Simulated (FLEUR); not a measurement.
# 2 ML Co on Pd(111), 3 substrate layers: anisotropy by force theorems, part 2 of 2

Aim: the anisotropy of 2 ML Co on Pd(111), 3 substrate layers from single passes in the potential of one collinear state.

FLEUR MaX-R8.1; PBE; all-electron FLAPW film, Dirac cores, scalar-relativistic bands.

So far. Step 2 (The magnetic state): After 94 cycles the largest moment stands at 1.98 μB.

## (5) Spin–orbit coupling, moments along z

Level of this step: PBE; all-electron FLAPW film, Dirac cores, scalar-relativistic bands with spin-orbit coupling (FLEUR).

Spin–orbit coupling ties the spins to the lattice and lets orbital moments form.

A new self-consistent run of the start ferro ++, with the moments along z. The k list default-1 (kpts.xml, not shown) is a Γ-centred 27×27×1 mesh.

The input, inp.xml:

```
<?xml version="1.0" encoding="UTF-8" standalone="no"?>
<fleurInput fleurInputVersion="0.39">
   <comment>
      Co2Pd3
   </comment>
   <calculationSetup>
      <cutoffs Kmax="3.66" Gmax="11.0" GmaxXC="11.0" numbands="182"/>
      <scfLoop itmax="150" minDistance="0.00002" maxIterBroyd="15" imix="Anderson" alpha="0.03" precondParam="0.0" spinf="2.0" sdNocoIR="T"/>
      <coreElectrons ctail="T" frcor="F" kcrel="0" coretail_lmax="0"/>
      <xcFunctional name="pbe" relativisticCorrections="F"/>
      <magnetism jspins="2"/>
      <soc l_soc="T" theta="0.0" phi="0.0" spav="F"/>
      <expertModes spex="0" secvar="F"/>
      <geometryOptimization l_f="F" forcealpha="1.0" forcemix="BFGS" epsdisp="0.00001" epsforce="0.00001"/>
      <ldaU l_linMix="F" mixParam="0.05" spinf="1.0"/>
   </calculationSetup>
   <cell>
      <bzIntegration valenceElectrons="82.0" mode="hist" fermiSmearingEnergy="0.00183747">
         <kPointListSelection listName="default-1"/>
         <xi:include xmlns:xi="http://www.w3.org/2001/XInclude" href="kpts.xml"> </xi:include>
      </bzIntegration>
      <xi:include xmlns:xi="http://www.w3.org/2001/XInclude" href="sym.xml"> </xi:include>
      <filmLattice scale="1.0" dVac="21.83" dTilda="24.33">
         <bravaisMatrixFilm>
            <row-1>    5.1978801593681707     0.0000001204133487</row-1>
            <row-2>   -2.5989401839780708     4.5014962036302819</row-2>
         </bravaisMatrixFilm>
         <vacuumEnergyParameters vacuum="1" spinUp="-.25" spinDown="-.25"/>
         <vacuumEnergyParameters vacuum="2" spinUp="-.25" spinDown="-.25"/>
      </filmLattice>
   </cell>
   <atomSpecies>
      <species name="Palladium (Pd)" element="Pd" atomicNumber="46">
         <mtSphere radius="2.47" gridPoints="817" logIncrement="0.016"/>
         <atomicCutoffs lmax="10" lnonsphr="8"/>
         <electronConfig flipSpins="F">
            <coreConfig>(1s1/2) (2s1/2) (2p1/2) (2p3/2) (3s1/2) (3p1/2) (3p3/2) (4s1/2) (3d3/2) (3d5/2)</coreConfig>
            <valenceConfig>(4p1/2) (4p3/2) (5s1/2) (4d3/2) (4d5/2)</valenceConfig>
            <stateOccupation state="(5s1/2)" spinUp="0.500000" spinDown="0.500000"/>
            <stateOccupation state="(4d3/2)" spinUp="1.800000" spinDown="1.800000"/>
            <stateOccupation state="(4d5/2)" spinUp="2.700000" spinDown="2.700000"/>
         </electronConfig>
         <energyParameters s="5" p="5" d="4" f="4"/>
         <lo type="SCLO" l="1" n="4" eDeriv="0"/>
      </species>
      <species name="Cobalt (Co2.000" element="Co" atomicNumber="27">
         <mtSphere radius="2.24" gridPoints="741" logIncrement="0.016"/>
         <atomicCutoffs lmax="8" lnonsphr="6"/>
         <electronConfig flipSpins="F">
            <coreConfig>(1s1/2) (2s1/2) (2p1/2) (2p3/2)</coreConfig>
            <valenceConfig>(3s1/2) (3p1/2) (3p3/2) (4s1/2) (3d3/2) (3d5/2)</valenceConfig>
            <stateOccupation state="(3d3/2)" spinUp="1.5" spinDown="1.3"/>
            <stateOccupation state="(3d5/2)" spinUp="3.0" spinDown="1.2"/>
         </electronConfig>
         <energyParameters s="4" p="4" d="3" f="4"/>
         <lo type="SCLO" l="0" n="3" eDeriv="0"/>
         <lo type="SCLO" l="1" n="3" eDeriv="0"/>
      </species>
   </atomSpecies>
   <atomGroups>
      <atomGroup species="Palladium (Pd)">
         <filmPos label="                   1">.0000000000 .0000000000 -8.0437307465</filmPos>
         <force calculate="T" relaxXYZ="TTT"/>
      </atomGroup>
      <atomGroup species="Palladium (Pd)">
         <filmPos label="                   2">-1.000/3.000 1.000/3.000 -3.7996172671</filmPos>
         <force calculate="T" relaxXYZ="TTT"/>
      </atomGroup>
      <atomGroup species="Palladium (Pd)">
         <filmPos label="                   3">1.000/3.000 -1.000/3.000 .4445387559</filmPos>
         <force calculate="T" relaxXYZ="TTT"/>
      </atomGroup>
      <atomGroup species="Cobalt (Co2.000">
         <filmPos label="                   4">.0000000000 .0000000000 4.3950158592</filmPos>
         <force calculate="T" relaxXYZ="TTT"/>
      </atomGroup>
      <atomGroup species="Cobalt (Co2.000">
         <filmPos label="                   5">-1.000/3.000 1.000/3.000 8.0437307465</filmPos>
         <force calculate="T" relaxXYZ="TTT"/>
      </atomGroup>
   </atomGroups>
   <output dos="F" band="F" slice="F">
      <bandDOS minEnergy="-.5*Htr" maxEnergy="0.5*Htr" sigma="0.015" storeEVData="T"/>
      <plotting iplot="0" polar="F">
         <plot TwoD="T" vec1="  1.0  0.0  0.0" vec2="  0.0  1.0  0.0" vec3="  0.0  0.0  1.0" zero="  0.0  0.0 -0.5" file="plot"/>
      </plotting>
      <moessbauerParams electricFieldGradient="F" isomerShift="F" coreHyperfine="F" valenceHyperfine="F"/>
   </output>
</fleurInput>
```

The input, crystal.txt:

```
Co2Pd3
&input film=T cartesian=F /
2.75059972538  0.00000006372  0.00000000000
-1.37529991788  2.38208920596  0.00000000000
0.00000000000  0.00000000000  1.00000000000
1.8897261246
1.0 1.0 1.0

5
46 0.00000000000  0.00000000000  -8.04373074645
46 0.66666666667  0.33333333333  -3.79961726713
46 0.33333333333  0.66666666667  0.44453875586
27 0.00000000000  0.00000000000  4.39501585917 : 2.000
27 0.66666666667  0.33333333333  8.04373074645 : 2.000

&soc 0.0000000 0.0000000 /
&kpt div1=27 div2=27 div3=1 gamma=T /
```

Started as:

```console
$ OMP_NUM_THREADS=1 inpgen -f crystal.txt > inpgen.log  # inp.xml is then edited as shown
$ OMP_NUM_THREADS=1 mpirun -n 4 fleur_MPI > fleur.log
```

The program printed:

```text
[banner, memory and clock lines left out]
Welcome to FLEUR        (www.flapw.de)
      MaX-Release 8.1          (www.max-centre.eu)

 ========== k-point set info ==========
 Selected k-point list: default-1
 k-point list type: mesh
 0 x 0 x 0
 Number of k points: 248

 [... set-up left out ...]
 Iteration:     1   Distance:      59.82455956 me/bohr^3
 Iteration:     2   Distance:     124.23757533 me/bohr^3
 Iteration:     3   Distance:      43.33733750 me/bohr^3
 Iteration:     4   Distance:      54.19755013 me/bohr^3
 Iteration:     5   Distance:      50.14198135 me/bohr^3
 Iteration:     6   Distance:      12.16623645 me/bohr^3
 Iteration:     7   Distance:      35.10900137 me/bohr^3
 Iteration:     8   Distance:      40.87165171 me/bohr^3
[... lines left out ...]
[... 44 iterations left out ...]
[... lines left out ...]
 Iteration:    59   Distance:       0.01737538 me/bohr^3
 Iteration:    60   Distance:       0.01652640 me/bohr^3
 Iteration:    61   Distance:       0.01474730 me/bohr^3
 Iteration:    62   Distance:       0.01450354 me/bohr^3
 Iteration:    63   Distance:       0.02374017 me/bohr^3
 Iteration:    64   Distance:       0.00825800 me/bohr^3

--- out.xml (last complete iteration) ---
<iteration numberForCurrentRun="   64" overallNumber="   64">
         [... left out ...]
         <bandgap value="0.0000002551" units="eV"/>
         <sumValenceSingleParticleEnergies value="-90.4832547495" units="Htr"/>
         <FermiEnergy value="-0.1661481875" units="Htr"/>
         [... left out ...]
         <magneticMomentsInMTSpheres units="muBohr">
            <globalMagMoment atomType="1" vec="0.00000   0.00000   0.16324"/>
            <globalMagMoment atomType="2" vec="0.00000   0.00000   0.25551"/>
            <globalMagMoment atomType="3" vec="0.00000   0.00000   0.29255"/>
            <globalMagMoment atomType="4" vec="0.00000   0.00000   1.96241"/>
            <globalMagMoment atomType="5" vec="0.00000   0.00000   1.91597"/>
         </magneticMomentsInMTSpheres>
         <orbitalMomentsInMTSpheres units="muBohr">
            <globalMagMoment atomType="1" vec="0.00000   0.00000   0.01736"/>
            <globalMagMoment atomType="2" vec="0.00000   0.00000   0.03028"/>
            <globalMagMoment atomType="3" vec="0.00000   0.00000   0.03017"/>
            <globalMagMoment atomType="4" vec="0.00000   0.00000   0.11772"/>
            <globalMagMoment atomType="5" vec="0.00000   0.00000   0.13174"/>
         </orbitalMomentsInMTSpheres>
         [... left out ...]
         <totalEnergy value="   -17928.0459495957" units="Htr">
            <sumOfEigenvalues value="   -10742.7395559512">
               <coreElectrons value="-10652.2563012018"/>
               <valenceElectrons value="-90.4832547495"/>
            </sumOfEigenvalues>
         [... left out ...]
            <freeEnergy value="-17928.0483082070"/>
            <extrapolationTo0K value="-17928.0471289014"/>
         </totalEnergy>
         <densityConvergence units="me/bohr^3">
            <chargeDensity spin="1" distance="0.0042098225"/>
            <chargeDensity spin="2" distance="0.0059359504"/>
            <overallChargeDensity distance="0.0082579964"/>
            <spinDensity distance="0.0061418011"/>
         </densityConvergence>
      </iteration>
```

The job ended after 1.7 h (4 MPI ranks of Arm Neoverse V1, shared host; peak memory 2 GiB).

The run was cut off at its time limit.

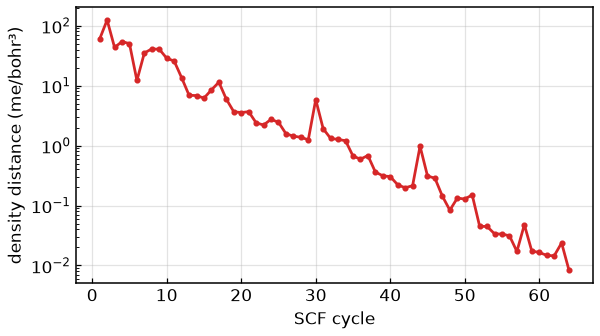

Distance of input and output densities by cycle.

After 64 cycles the density distance stands at 0.0083 me/bohr³, above the threshold of 2e-05.

## (6) Outcome

```yaml
reference_state: ferromagnetic
largest_sphere_moment: 1.98 μB
easy_direction_of_those_tried: z
energy_along_x_less_z_force_theorem: 0.267 meV a primitive cell
```

What this shows: By the force theorem the moments prefer z; shape anisotropy is not in it, and in a film it favours the plane. The difference for the second direction goes from 0.31 meV (mesh 17×17×1, 162 states, 16 min of CPU time) to 0.27 meV (mesh 27×27×1, 162 states, 41 min), so it is not converged. The self-consistent run with spin–orbit coupling gave no result. The state was typed, and no other order was converged beside it, so it need not be the ground state. A substrate of 3 unrelaxed layers is a model; thickness and relaxation can move these numbers.

[Logs and program files are shortened in this print: banners, set-up blocks, solver, clock and traceback lines can be left out without a mark of their own.]

[Logs are printed without paths, hosts, clocks, repeated set-up lines and the standing remarks that a program may print on its own settings, such as how far it seeks lower states.]

[Hosts, paths, dates, database ids (printed as entryN), source tags and the programs' standing remarks are cut or masked in the printed files.]

[Where a cell is said to come from a database of computed structures, the database is the Materials Project.]
